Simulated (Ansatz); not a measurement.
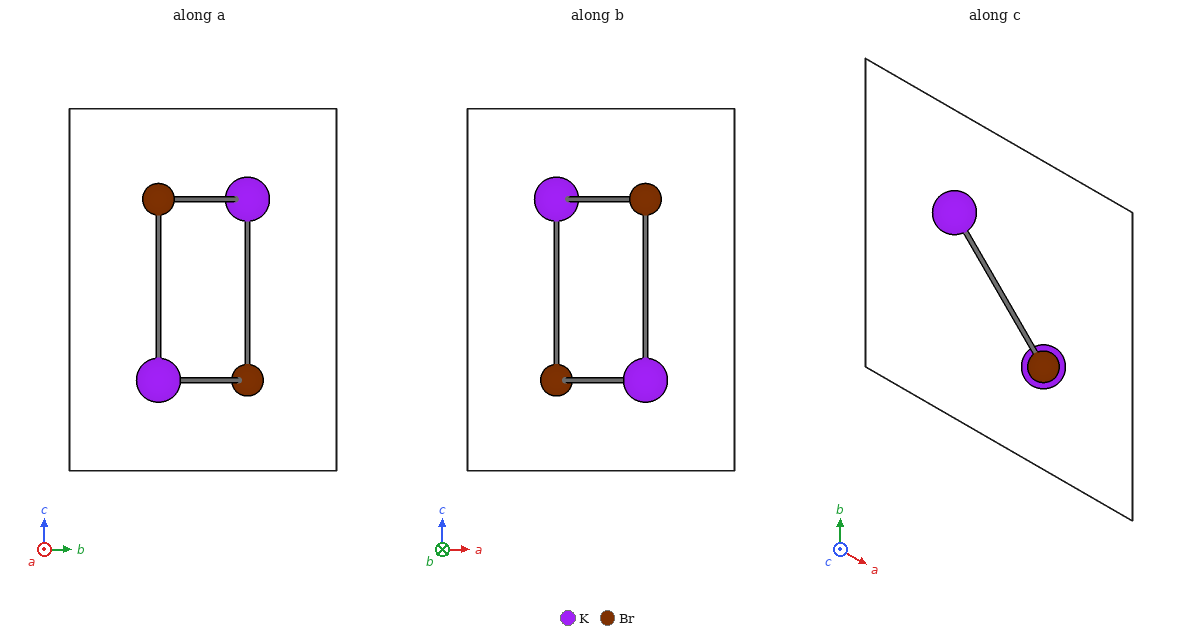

Ball-and-stick drawing of the structure, looking along the a axis, along the b axis and along the c axis. Atoms at the boundary of the conventional unit cell (the box) are drawn once for each face, edge or corner they touch.

Lattice parameters: a = 5.590 Å, b = 5.590 Å, c = 6.564 Å, α = 90.00°, β = 90.00°, γ = 120.00°. Put a along x and b in the xy plane.

Express the structure as a POSCAR file.

Answer.
```
K Br
1.0
     5.590    0.000    0.000
    -2.795    4.842    0.000
     0.000    0.000    6.564
K Br
2 2
Direct
  0.3333 0.6667 0.7500
  0.6667 0.3333 0.2500
  0.3333 0.6667 0.2500
  0.6667 0.3333 0.7500
```

Source of the structure: a structure type filled with these elements by a generator (whether the compound takes this form wasn't checked). The cell was then strained or its atoms displaced on purpose. Ansatz was used for an electronic-structure calculation on it.
